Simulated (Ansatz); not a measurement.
# SrTiO₃: what the fields show

Input file:

```
crystal:
  lattice:
    - [3.905, 0.019525, 0.019525]
    - [0.019525, 3.905, 0.019525]
    - [0.019525, 0.019525, 3.905]
  atoms:
    - { symbol: Sr, position: [0.0, 0.0, 0.0] }
    - { symbol: Ti, position: [0.5, 0.5, 0.5] }
    - { symbol: O, position: [0.0, 0.5, 0.5] }
    - { symbol: O, position: [0.5, 0.0, 0.5] }
    - { symbol: O, position: [0.5, 0.5, 0.0] }
kpoints:
  mp_grid: { grid: [7, 7, 7] }
scf:
  occupations: { method: fermi_dirac, width: 0.05 }
hamiltonian:
  xc: pbesol
  pseudopotentials: { kind: paw }
output:
  forces: true
  stress: true
  eigenvalues: true
  efg: { contact_densities: true }
  write_density: true
  write_potential: true
  elf: true
  volumetric_format: npy
```

Launched as:

```sh
ansatz run input.yaml --threads 2 --pin off --max-ram 8192MiB --backend cpu --events-out ev --progress --plain --runs-dir out
```

Below, planes, directions and counts refer to the conventional cell (a = 5.49 Å, b = 5.49 Å, c = 6.83 Å, α = 90.00°, β = 90.00°, γ = 120.00°).

Space group R-3m; changed on purpose from its base cell (equal xy, yz and zx shear strains of +1 %, PAW files); computed without spin polarisation.

Computed with Ansatz 0.2.0, DFT, PBEsol, PAW with Ansatz's default frozen-core files, scalar-relativistic.

In a PAW calculation such maps are meaningful between the atoms, not at the nuclei.

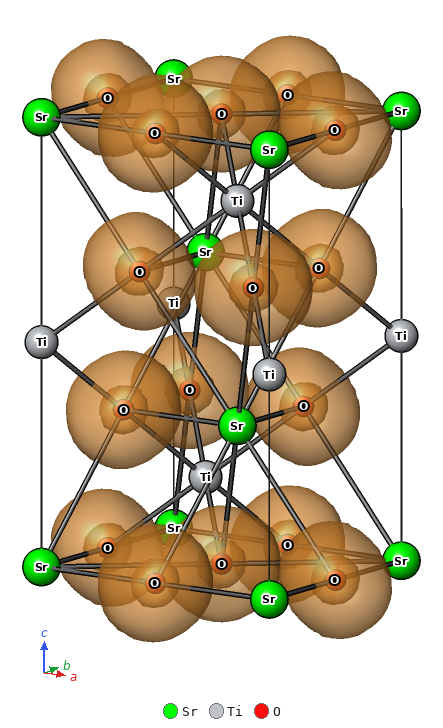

Figure 1. Isosurface of the electron localisation function at 0.7 (orange), seen slightly off an axis. Only the valence region is drawn (cores and ρ < 0.01 e/Å³ removed). Sticks mark near contacts.

> Where are the electrons localised?

At this value the surface marks out nine regions wrapped around O (the valence shell of each), counted in one cell of 15 atoms. Any copies at cell faces, edges or corners count once.


Ti–O (1.95 Å): the ELF peaks at about 0.85 in the valence shell of O, 0.6 Å from its nucleus, and is about 0.20 at the midpoint; no localised pair shows between them. Sr–O (2.75 Å): the ELF is about 0.05 at the midpoint (a closed-shell, largely ionic contact).

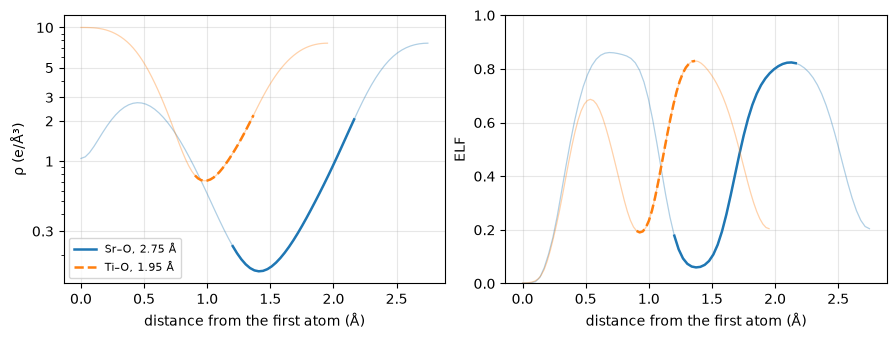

Figure 2. Valence charge density (pseudo) and electron localisation function along straight lines between neighbouring atoms. Thin, pale parts lie inside the atomic spheres.

> Compare the contacts.

Sr–O (2.75 Å): ρ at the midpoint is about 0.15 e/Å³; the ELF is about 0.05 at the midpoint: a closed-shell, largely ionic contact.
Ti–O (1.95 Å): ρ at the midpoint is about 0.71 e/Å³; the ELF peaks at about 0.85 in the valence shell of O, 0.6 Å from its nucleus, and is about 0.20 at the midpoint (no localised pair shows between them).

> Metal or insulator at this level of theory?

It is gapped, with a Kohn–Sham gap of 1.9 eV on the k-point mesh, an upper bound to the gap of this method.
